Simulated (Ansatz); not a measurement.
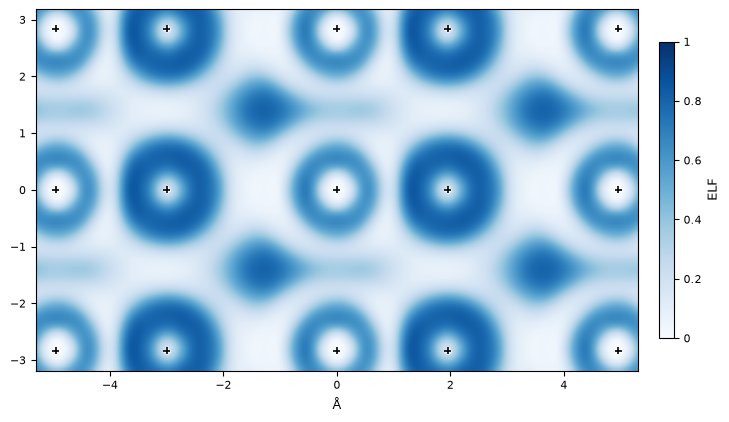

The ELF on a plane through atoms (crosses mark nuclei in the plane).

Level of theory: DFT PBEsol, scalar-relativistic, plane waves, PAW (Ansatz).

Candidates:
A. Te₂Mo, a = 3.50 Å, b = 3.50 Å, c = 13.70 Å, α = 90.00°, β = 90.00°, γ = 120.00°. Space group P6₃/mmc; computed without spin polarisation.
B. TiO, a = 4.96 Å, b = 4.96 Å, c = 2.84 Å, α = 90.00°, β = 90.00°, γ = 120.00°. Space group P-62m; a structure from a database of computed crystals, not necessarily the ambient phase; computed without spin polarisation.

> Which system is this?

Candidate B: TiO on the (010) plane of the conventional cell, which holds Ti and O. Ti–O (1.96 Å): the ELF peaks at about 0.85 in the valence shell of O, 0.6 Å from its nucleus, and is about 0.20 at the midpoint; no shared electron pair shows on this line. Ti–Ti (2.84 Å): the ELF is about 0.35 at the midpoint.
